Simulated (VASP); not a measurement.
HfN (space group P6_3/mmc, No. 194). Coordinates: a cell listed in the Materials Project, as set up for an electronic-structure calculation.

```yaml
crystal:
  lattice:
    - [3.13391, 0.00000, 0.00000]
    - [-1.56695, 2.71404, 0.00000]
    - [0.00000, 0.00000, 5.41677]
  atoms:
    - { symbol: Hf, position: [0.33333, 0.66667, 0.25000] }
    - { symbol: Hf, position: [0.66667, 0.33333, 0.75000] }
    - { symbol: N, position: [0.00000, 0.00000, 0.50000] }
    - { symbol: N, position: [0.00000, 0.00000, 0.00000] }
```

Describe the stacking along c, with columns A (0, 0), B (1/3, 2/3), C (2/3, 1/3) of the hexagonal mesh.

N(A) – Hf(B) – N(A) – Hf(C) (four layers in 5.42 Å).

N layers alone: AA, a sequence in which some neighbouring layers lie directly above each other.

Hf: two trigonal-prismatic sites in each hexagonal cell.

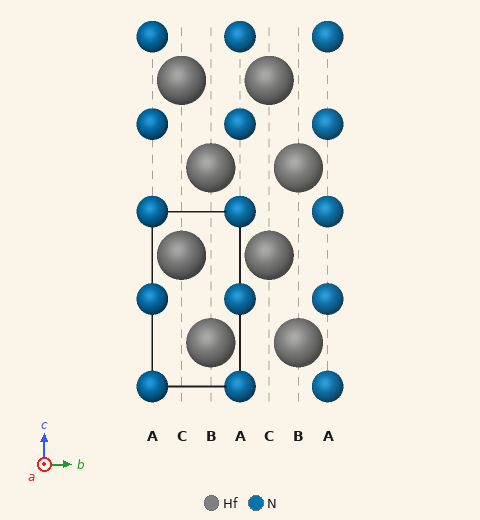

Projection along an edge of the hexagonal mesh, stacking direction c upwards. The dashed lines mark the three columns A (0, 0), B (1/3, 2/3) and C (2/3, 1/3). The sequence starts with the first layer at or above the cell's origin.
